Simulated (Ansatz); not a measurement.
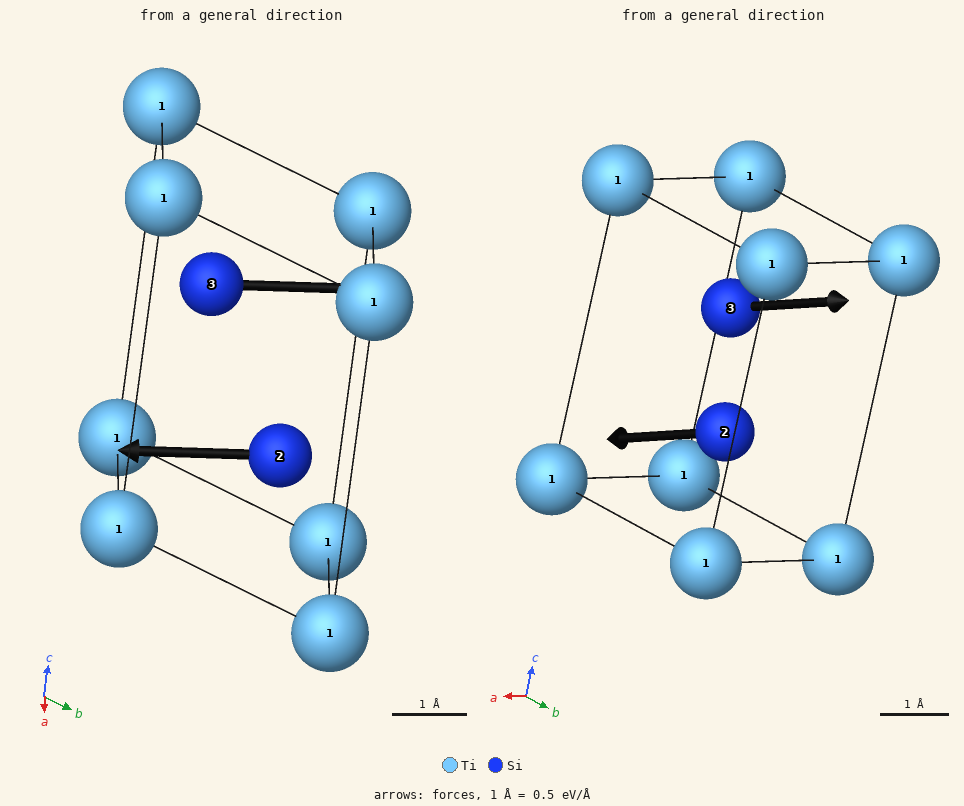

The figure gives a spheres-only picture of the atoms, viewed from two general directions. The edges of the cell (the run's own, in a reduced setting) are marked. The arrows are the computed forces on the atoms.

System: TiSi2. Method used: Ansatz 0.2.0, DFT PBE, scalar-relativistic, plane waves, PAW. It ran with wavefunction cutoff 420 eV, k-points about 0.18 Å⁻¹ apart, Gaussian smearing of 0.1 eV, no spin polarisation.

Question: Has this structure been optimised to equilibrium?

Answer: No. The atoms still feel forces of up to about 0.92 eV/Å, far above a usual threshold of 0.01 to 0.03 eV/Å.

Question: Which atom is furthest from force balance?

Answer: Si2 and Si3, about 0.92 eV/Å.

Origin of the cell: a structure listed in the Materials Project. The cell was then strained or its atoms displaced on purpose. It went into a calculation with Ansatz.
